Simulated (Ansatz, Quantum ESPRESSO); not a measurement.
# 2H-WSe2, 1 layer, rectangular cell: the energy at a withheld member of a series

Method. Quantum ESPRESSO 7.5, PBE, GBRV ultrasoft. Cell and atoms are first relaxed; each strained cell is then held, the other axis too, and the atoms relax in it. A periodic run with 15 Å of vacuum in the starting cell gives the vacuum levels, and bands follow along a path. The series steps strain along the first axis. Energies count from the lowest.

| strain along the first axis | energy (eV) |
| --- | --- |
| -4 % | 0.1335 |
| -3 % | 0.0739 |
| -2 % | 0.0328 |
| -1 % | 0.0086 |
| 0 % | 0.0000 |
| 1 % | 0.0058 |
| 2 % | 0.0246 |
| 3 % | 0.0556 |

To predict: What is the energy at 4 %?

**Fit.** The rows at 2 % and 3 % give a slope of (0.0556 − (0.0246))/(3 − (2)) = 0.031, so a straight line gives 0.0866 eV. A parabola through these and the row at 1 % gives 0.0988 eV.

**The withheld run.** 0.0977 eV. The line misses by −0.0111 and the parabola by +0.0011 eV. The parabola does better.

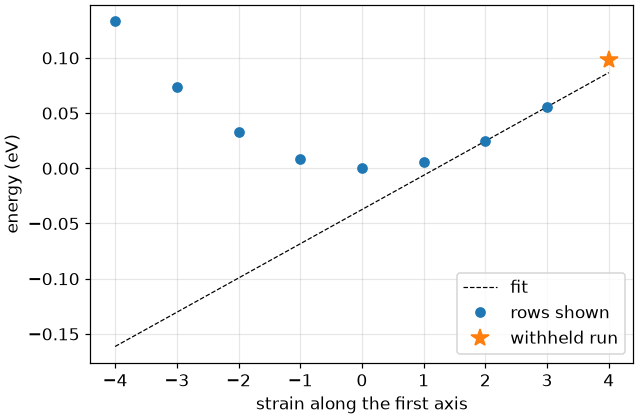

The rows shown, the fit and the withheld run.

Caveats: Semilocal gaps are too small; the 1×1 cell can't ripple over many cells under compression as a free sheet would. No spin-orbit coupling.
